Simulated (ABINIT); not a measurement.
**Beyond one shot: GaP (F-43m)**

How far does self-consistency move the gap of GaP (F-43m)?

Main program and level: ABINIT 10.8.3; PBE and many-body steps on it, plane waves.

**Experimental background.**

- Gap 2.25 ± 0.04 eV: optical gap from Tauc plot (fundamental, indirect); spectroscopic ellipsometry, Tauc-Lorentz fit and Tauc plot; 300 K; film (GaP layer on Si reference sample) on Si (“Assessment of GaPSb/Si tandem material association properties for photoelectrochemical cells”, 2020, arxiv:2002.02774).

Report form: the programs' logs are mostly left out.

### 1. Starting point

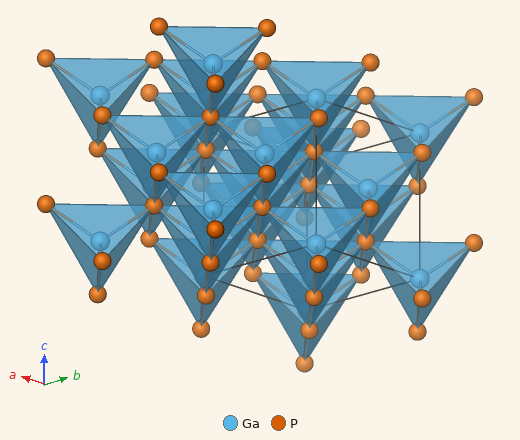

Start, viewed from a free direction; gallium blue, phosphorus orange. 2×1×1 cells are drawn. This picture shows the conventional cell, with its axes. Some periodic images of atoms are drawn too.

The cell and positions come from the Crystallography Open Database and are kept as given unless a step says otherwise.

### 2. Empty states on the mesh, 4×4×4 mesh, 320 bands

This step: ABINIT 10.8.3; DFT, PBE, plane waves, norm-conserving pseudopotentials.

The sums over transitions need many empty states on a uniform mesh; this step solves for them.

Input file run.abi:

```
acell 3*1.0 Angstrom
rprim 
  0.000000000000 2.725250000000 2.725250000000
  2.725250000000 0.000000000000 2.725250000000
  2.725250000000 2.725250000000 0.000000000000
ntypat 2
znucl 31 15
natom 2
typat 1 2
xred 
  0.000000000000 0.000000000000 0.000000000000
  0.250000000000 0.250000000000 0.250000000000
pp_dirpath "pseudos"
pseudos "Ga.upf, P.upf"
ecut 45
ngkpt 4 4 4
nshiftk 1
shiftk 0 0 0
kptopt 1
chksymbreak 0
irdden 1
istwfk *1
nband 320
prtvol 0
optdriver 6
gwr_task "HDIAGO"
paral_kgb 0
occopt 1
indata_prefix "in"
outdata_prefix "out"
tmpdata_prefix "tmp"
```

Run with:

```sh
OMP_NUM_THREADS=1 mpirun -n 8 abinit run.abi > log
```

The job ended after 56 s (8 MPI ranks of Arm Neoverse V1, shared host; peak memory 7.1 GiB).

Numbers from this step:

| Property | Result |
| --- | --- |
| gap | 1.652 eV |
| k of the valence top | 0, 0, 0 |
| k of the conduction bottom | 0.5, 0.5, 0 |
| least direct gap | 1.809 eV |
| k points computed | 8 |
| lowest point of the top converged band, above the valence top | 205.1126 eV |

On this mesh the gap is 1.652 eV.

The density comes from a self-consistent run that is not shown.

### 3. Screening, 4×4×4 mesh, 312 bands, screening to 359.2 eV

The RPA dielectric matrix is built and inverted for each q.

This step: RPA screening on PBE, plane waves, norm-conserving pseudopotentials.

Edit run.abi of step 2 so:

```diff
@@ -20,10 +20,11 @@
 chksymbreak 0
-irdden 1
 istwfk *1
-nband 320
-prtvol 0
-optdriver 6
-gwr_task "HDIAGO"
-paral_kgb 0
 occopt 1
+irdwfk 1
+optdriver 3
+nband 312
+ecuteps 13.2
+inclvkb 2
+awtr 1
+symchi 1
 indata_prefix "in"
```

The job ended after 3.3 min (8 MPI ranks; peak memory 3.4 GiB).

Numbers from this step:

```yaml
eps_infinity_with_local_fields_on_this_mesh_along_the_program_s_q_direction: 18.16
the_same_without_local_fields: 19.73
plasma_frequency: 29.76 eV
plane_waves_in_the_screening_matrix: 609
```

Local fields lower ε∞ by 8 %. On a Γ-centred mesh this coarse the value itself is usually too large, while a short band sum pulls it down.

### 4. G0W0

The self-energy is evaluated for the states that the input lists, and the levels follow from it, in one-shot runs by the linearised quasiparticle equation.

This step: G0W0 on PBE, plane waves, norm-conserving pseudopotentials.

Edit run.abi of step 3 so:

```diff
@@ -23,8 +23,19 @@
 irdwfk 1
-optdriver 3
+optdriver 4
 nband 312
+gwcalctyp 0
+ecutsigx 45
+symsigma 1
+nkptgw 3
+kptgw 
+  0.0000000000 0.0000000000 0.0000000000
+  0.5000000000 0.5000000000 0.0000000000
+  0.5000000000 0.0000000000 0.0000000000
+bdgw 
+  11 17
+  12 15
+  12 16
 ecuteps 13.2
-inclvkb 2
-awtr 1
-symchi 1
+irdscr 1
+ppmodel 1
 indata_prefix "in"
```

Wall time 2 min (8 MPI ranks); peak memory 4.2 GiB; 16 min of CPU time.

This step gave:

```yaml
g0w0_gap_on_the_points_computed: 2.304 eV
starting_gap_on_the_mesh: 1.652 eV
k_of_the_valence_top: 0, 0, 0
k_of_the_conduction_bottom: 0.5, 0.5, 0
z_at_the_valence_top: 0.783
z_at_the_conduction_bottom: 0.809
least_direct_g0w0_gap_on_the_computed_points: 2.635 eV
```

The gap on the mesh goes from 1.65 eV to 2.30 eV, a correction of +0.65 eV.

### 5. evGW0, cycle 1

This step: evGW0 on PBE, plane waves, norm-conserving pseudopotentials.

Edit run.abi of step 4 so:

```diff
@@ -25,14 +25,24 @@
 nband 312
-gwcalctyp 0
+gwcalctyp 10
 ecutsigx 45
 symsigma 1
-nkptgw 3
+nkptgw 8
 kptgw 
   0.0000000000 0.0000000000 0.0000000000
+  0.2500000000 0.0000000000 0.0000000000
+  0.5000000000 0.0000000000 0.0000000000
+  0.2500000000 0.2500000000 0.0000000000
+  0.5000000000 0.2500000000 0.0000000000
+  -0.2500000000 0.2500000000 0.0000000000
   0.5000000000 0.5000000000 0.0000000000
-  0.5000000000 0.0000000000 0.0000000000
+  -0.2500000000 0.5000000000 0.2500000000
 bdgw 
   11 17
-  12 15
-  12 16
+  11 17
+  11 17
+  11 17
+  11 17
+  11 17
+  11 17
+  11 17
 ecuteps 13.2
```

Elapsed: 13 min, on 8 MPI ranks; peak memory 4.7 GiB.

Numbers from this step:

* quasiparticle gap on the mesh: 2.491 eV
* gap of the density functional on the mesh: 1.652 eV
* k of the valence top: 0, 0, 0
* k of the conduction bottom: 0.5, 0.5, 0
* Z at the valence top: 0.783
* Z at the conduction bottom: 0.809
* least direct quasiparticle gap on the computed points: 2.864 eV

Against G0W0 in ABINIT (4×4×4 mesh, 312 bands, screening to 359.2 eV, Godby-Needs plasmon pole), the gap moves by +0.187 eV. This first cycle still uses the starting levels; it takes the full correction, at all points of the mesh, and its linearised value is 2.304 eV.

### 6. evGW0, cycle 2

The corrected levels of the last cycle go back in.

Edit run.abi of step 5 so:

```diff
@@ -50,2 +50,3 @@
 ppmodel 1
+irdqps 1
 indata_prefix "in"
```

The job ended after 13 min (8 MPI ranks; peak memory 4.7 GiB).

This step gave:

```yaml
quasiparticle_gap_on_the_mesh: 2.389 eV
gap_of_the_density_functional_on_the_mesh: 1.652 eV
k_of_the_valence_top: 0, 0, 0
k_of_the_conduction_bottom: 0.5, 0.5, 0
least_direct_quasiparticle_gap_on_the_computed_points: 2.724 eV
```

Against the cycle before, the gap moves by −0.102 eV.

### 7. evGW0, cycle 3

run.abi is that of step 6.

It took 13 min on 8 MPI ranks; peak memory 4.6 GiB.

Numbers from this step:

```
quasiparticle gap on the mesh                         : 2.402 eV
gap of the density functional on the mesh             : 1.652 eV
k of the valence top                                  : 0, 0, 0
k of the conduction bottom                            : 0.5, 0.5, 0
least direct quasiparticle gap on the computed points : 2.743 eV
```

Against the cycle before, the gap moves by +0.013 eV.

### 8. evGW0, cycle 4

run.abi is that of step 7.

Wall time 13 min (8 MPI ranks); peak memory 4.7 GiB.

This step gave:

| Quantity | Value |
| --- | --- |
| quasiparticle gap on the mesh | 2.401 eV |
| gap of the density functional on the mesh | 1.652 eV |
| k of the valence top | 0, 0, 0 |
| k of the conduction bottom | 0.5, 0.5, 0 |
| least direct quasiparticle gap on the computed points | 2.741 eV |

Against the cycle before, the gap moves by −0.001 eV.

### 9. Screening, 4×4×4 mesh, 312 bands, screening to 359.2 eV

This step: RPA screening on PBE, plane waves, norm-conserving pseudopotentials.

Input file run.abi:

```
acell 3*1.0 Angstrom
rprim 
  0.000000000000 2.725250000000 2.725250000000
  2.725250000000 0.000000000000 2.725250000000
  2.725250000000 2.725250000000 0.000000000000
ntypat 2
znucl 31 15
natom 2
typat 1 2
xred 
  0.000000000000 0.000000000000 0.000000000000
  0.250000000000 0.250000000000 0.250000000000
pp_dirpath "pseudos"
pseudos "Ga.upf, P.upf"
ecut 45
ngkpt 4 4 4
nshiftk 1
shiftk 0 0 0
kptopt 1
chksymbreak 0
istwfk *1
occopt 1
irdwfk 1
optdriver 3
nband 312
ecuteps 13.2
inclvkb 2
awtr 1
symchi 1
gwcalctyp 10
mbpt_sciss 0.920 eV
nqptdm 1
qptdm 
  0 0 0
indata_prefix "in"
outdata_prefix "out"
tmpdata_prefix "tmp"
```

Wall time 19 s (8 MPI ranks); peak memory 3.3 GiB.

Numbers from this step:

| Quantity | Value |
| --- | --- |
| ε∞ with local fields, on this mesh, along the program's q direction | 14.48 |
| the same without local fields | 15.61 |
| plasma frequency | 29.76 eV |
| plane waves in the screening matrix | 609 |

This screening uses the functional's bands under a rigid shift, the mean opening of the cycle before.

### 10. Screening, 4×4×4 mesh, 312 bands, screening to 359.2 eV

This step: RPA screening on PBE from quasiparticle energies, plane waves, norm-conserving pseudopotentials.

Edit run.abi of step 9 so:

```diff
@@ -29,7 +29,13 @@
 symchi 1
+irdqps 1
 gwcalctyp 10
-mbpt_sciss 0.920 eV
-nqptdm 1
+nqptdm 7
 qptdm 
-  0 0 0
+  0.2500000000 0.0000000000 0.0000000000
+  0.5000000000 0.0000000000 0.0000000000
+  0.2500000000 0.2500000000 0.0000000000
+  0.5000000000 0.2500000000 0.0000000000
+  -0.2500000000 0.2500000000 0.0000000000
+  0.5000000000 0.5000000000 0.0000000000
+  -0.2500000000 0.5000000000 0.2500000000
 indata_prefix "in"
```

Input file mrgscr.stdin:

```
2
merged
q0_SCR
out_SCR
1
```

Run with:

```sh
OMP_NUM_THREADS=1 mpirun -n 8 abinit run.abi > log; mrgscr < mrgscr.stdin
```

Elapsed: 3.1 min, on 8 MPI ranks; peak memory 3.4 GiB; 25 min of CPU time.

Numbers from this step:

| Quantity | Value |
| --- | --- |
| plasma frequency | 29.76 eV |
| plane waves in the screening matrix | 609 |

This screening reads the quasiparticle levels of the cycle before.

### 11. evGW, cycle 1

This step: evGW on PBE, plane waves, norm-conserving pseudopotentials.

Edit run.abi of step 10 so:

```diff
@@ -23,12 +23,10 @@
 irdwfk 1
-optdriver 3
+optdriver 4
 nband 312
-ecuteps 13.2
-inclvkb 2
-awtr 1
-symchi 1
-irdqps 1
 gwcalctyp 10
-nqptdm 7
-qptdm 
+ecutsigx 45
+symsigma 1
+nkptgw 8
+kptgw 
+  0.0000000000 0.0000000000 0.0000000000
   0.2500000000 0.0000000000 0.0000000000
@@ -40,2 +38,15 @@
   -0.2500000000 0.5000000000 0.2500000000
+bdgw 
+  11 17
+  11 17
+  11 17
+  11 17
+  11 17
+  11 17
+  11 17
+  11 17
+ecuteps 13.2
+irdscr 1
+ppmodel 1
+irdqps 1
 indata_prefix "in"
```

Run with:

```sh
OMP_NUM_THREADS=1 mpirun -n 8 abinit run.abi > log
```

Wall time 13 min (8 MPI ranks); peak memory 4.7 GiB.

Numbers from this step:

```yaml
quasiparticle_gap_on_the_mesh: 2.511 eV
gap_of_the_density_functional_on_the_mesh: 1.652 eV
k_of_the_valence_top: 0, 0, 0
k_of_the_conduction_bottom: 0.5, 0.5, 0
least_direct_quasiparticle_gap_on_the_computed_points: 2.851 eV
```

Against G0W0 in ABINIT (4×4×4 mesh, 312 bands, screening to 359.2 eV, Godby-Needs plasmon pole), the gap moves by +0.207 eV.

### 12. Screening, 4×4×4 mesh, 312 bands, screening to 359.2 eV

This step: RPA screening on PBE, plane waves, norm-conserving pseudopotentials.

Input file run.abi:

```
acell 3*1.0 Angstrom
rprim 
  0.000000000000 2.725250000000 2.725250000000
  2.725250000000 0.000000000000 2.725250000000
  2.725250000000 2.725250000000 0.000000000000
ntypat 2
znucl 31 15
natom 2
typat 1 2
xred 
  0.000000000000 0.000000000000 0.000000000000
  0.250000000000 0.250000000000 0.250000000000
pp_dirpath "pseudos"
pseudos "Ga.upf, P.upf"
ecut 45
ngkpt 4 4 4
nshiftk 1
shiftk 0 0 0
kptopt 1
chksymbreak 0
istwfk *1
occopt 1
irdwfk 1
optdriver 3
nband 312
ecuteps 13.2
inclvkb 2
awtr 1
symchi 1
gwcalctyp 10
mbpt_sciss 1.052 eV
nqptdm 1
qptdm 
  0 0 0
indata_prefix "in"
outdata_prefix "out"
tmpdata_prefix "tmp"
```

The job ended after 18 s (8 MPI ranks; peak memory 3 GiB; 2.4 min of CPU time).

This step gave:

```yaml
eps_infinity_with_local_fields_on_this_mesh_along_the_program_s_q_direction: 14.09
the_same_without_local_fields: 15.17
plasma_frequency: 29.76 eV
plane_waves_in_the_screening_matrix: 609
```

This screening uses the functional's bands under a rigid shift, the mean opening of the cycle before.

### 13. Screening, 4×4×4 mesh, 312 bands, screening to 359.2 eV

This step: RPA screening on PBE from quasiparticle energies, plane waves, norm-conserving pseudopotentials.

Edit run.abi of step 12 so:

```diff
@@ -29,7 +29,13 @@
 symchi 1
+irdqps 1
 gwcalctyp 10
-mbpt_sciss 1.052 eV
-nqptdm 1
+nqptdm 7
 qptdm 
-  0 0 0
+  0.2500000000 0.0000000000 0.0000000000
+  0.5000000000 0.0000000000 0.0000000000
+  0.2500000000 0.2500000000 0.0000000000
+  0.5000000000 0.2500000000 0.0000000000
+  -0.2500000000 0.2500000000 0.0000000000
+  0.5000000000 0.5000000000 0.0000000000
+  -0.2500000000 0.5000000000 0.2500000000
 indata_prefix "in"
```

mrgscr.stdin is that of step 10.

Run with:

```sh
OMP_NUM_THREADS=1 mpirun -n 8 abinit run.abi > log; mrgscr < mrgscr.stdin
```

It took 2.9 min on 8 MPI ranks; peak memory 3.4 GiB.

Numbers from this step:

```yaml
plasma_frequency: 29.76 eV
plane_waves_in_the_screening_matrix: 609
```

This screening reads the quasiparticle levels of the cycle before.

### 14. evGW, cycle 2

This step: evGW on PBE, plane waves, norm-conserving pseudopotentials.

Edit run.abi of step 13 so:

```diff
@@ -23,12 +23,10 @@
 irdwfk 1
-optdriver 3
+optdriver 4
 nband 312
-ecuteps 13.2
-inclvkb 2
-awtr 1
-symchi 1
-irdqps 1
 gwcalctyp 10
-nqptdm 7
-qptdm 
+ecutsigx 45
+symsigma 1
+nkptgw 8
+kptgw 
+  0.0000000000 0.0000000000 0.0000000000
   0.2500000000 0.0000000000 0.0000000000
@@ -40,2 +38,15 @@
   -0.2500000000 0.5000000000 0.2500000000
+bdgw 
+  11 17
+  11 17
+  11 17
+  11 17
+  11 17
+  11 17
+  11 17
+  11 17
+ecuteps 13.2
+irdscr 1
+ppmodel 1
+irdqps 1
 indata_prefix "in"
```

Run with:

```sh
OMP_NUM_THREADS=1 mpirun -n 8 abinit run.abi > log
```

Run time: 12 min. Hardware: 8 MPI ranks; peak memory 4.7 GiB; 1.7 h of CPU time.

Numbers from this step:

| Item | Value |
| --- | --- |
| quasiparticle gap on the mesh | 2.518 eV |
| gap of the density functional on the mesh | 1.652 eV |
| k of the valence top | 0, 0, 0 |
| k of the conduction bottom | 0.5, 0.5, 0 |
| least direct quasiparticle gap on the computed points | 2.856 eV |

Against the cycle before, the gap moves by +0.007 eV.

### 15. The runs together

Times are wall times on 8 MPI ranks of Arm Neoverse V1, shared host, good to a factor of about two. A run's time includes the screening step that it read.

```csv
run,mesh,bands,screening cutoff (eV),DFT gap (eV),gap on the mesh (eV),direct (eV),ε∞ used,time
G0W0,4×4×4,312,359.2,1.652,2.304,2.635,18.16,5.4 min
"evGW0, cycle 1",4×4×4,312,359.2,1.652,2.491,2.864,18.16,16 min
"evGW0, cycle 2",4×4×4,312,359.2,1.652,2.389,2.724,18.16,16 min
"evGW0, cycle 3",4×4×4,312,359.2,1.652,2.402,2.743,18.16,16 min
"evGW0, cycle 4",4×4×4,312,359.2,1.652,2.401,2.741,18.16,16 min
"evGW, cycle 1",4×4×4,312,359.2,1.652,2.511,2.851,14.48,16 min
"evGW, cycle 2",4×4×4,312,359.2,1.652,2.518,2.856,14.09,16 min
```

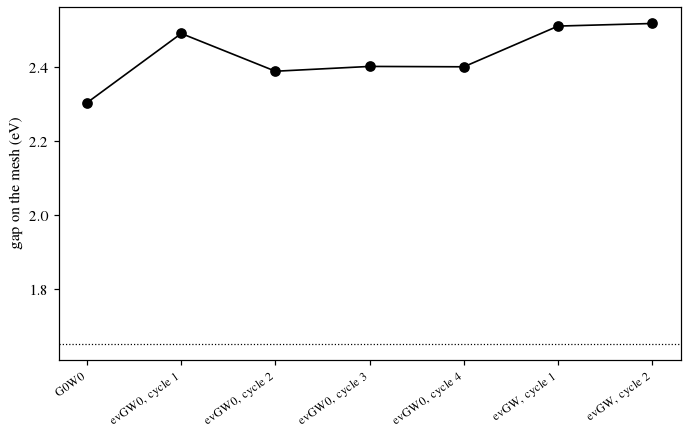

The gap through the cycles; the dotted line is the starting gap.

### 16. Summary of results

```yaml
g0w0: 2.304 eV
evgw0_cycle_1: 2.491 eV
evgw0_cycle_2: 2.389 eV
evgw0_cycle_3: 2.402 eV
evgw0_cycle_4: 2.401 eV
evgw_cycle_1: 2.511 eV
evgw_cycle_2: 2.518 eV
known_limits: not at the basis limit; no spin-orbit coupling; coarse k mesh
```

What this shows: Only the bands that the input lists are updated; the others, empty or deep, keep the functional's energies or take a rigid shift. The evGW loop starts from the last levels of evGW0, so its cycles and time come on top of those. evGW0 ends at 2.40 eV, +0.10 eV from G0W0, after 4 cycles that took 51 min beside the first screening; the last moved the gap by 0.001 eV. evGW ends at 2.52 eV, +0.21 eV from G0W0, after 2 cycles that took 32 min beside the first screening; the last moved the gap by 0.007 eV. The first cycle of evGW0 takes the full correction, without the factor Z, so it overshoots the one-shot value. Against experiment, by evGW, cycle 2: the gap of 2.52 eV lies +0.27 eV from the measured 2.25 ± 0.04 eV (indirect, 300 K, on Si, 2020). These are gaps on the mesh, at modest bands and cutoff. The calculation has static nuclei and no excitons; a measured gap holds zero-point and thermal motion, which mostly lowers it. Bands and cutoff are finite, so the gap is not at the basis limit. The miss can reach some tenths of an eV and take either sign; the mesh is an error of its own. A denser mesh or path gives a starting gap of 1.59 eV: the GW mesh misses a band edge, so its gaps are not the fundamental one. The 4×4×4 mesh is coarse for this cell, which bears on the long-range parts of exchange and screening. In the updated screening the q = 0 part is built from Kohn-Sham bands under a rigid shift, the other q from the quasiparticle levels. The many-body steps are scalar-relativistic: spin-orbit coupling is not in them.

[Paths, hosts, dates, memory and timing lines, banners, echoed tables and standing remarks are left out of the program output.]

[Logs are printed without paths, hosts, clocks, repeated set-up lines and the standing remarks that a program may print on its own settings, such as how far it seeks lower states.]

[Runs of the session that timed out or met a known fault of the program may be left out.]

[Hosts, paths, dates, database ids (printed as entryN), source tags and the programs' standing remarks are cut or masked in the printed files.]

[G0W0 gaps are taken among the corrected bands and points alone; a level outside them can change the order at an edge.]

[Where Ansatz stands beside ABINIT at settings called matched, ABINIT's density can come from a denser mesh and the files from another edition; pairs whose starting gaps differed by over 0.03 eV were left out, so agreement reads better than it is.]
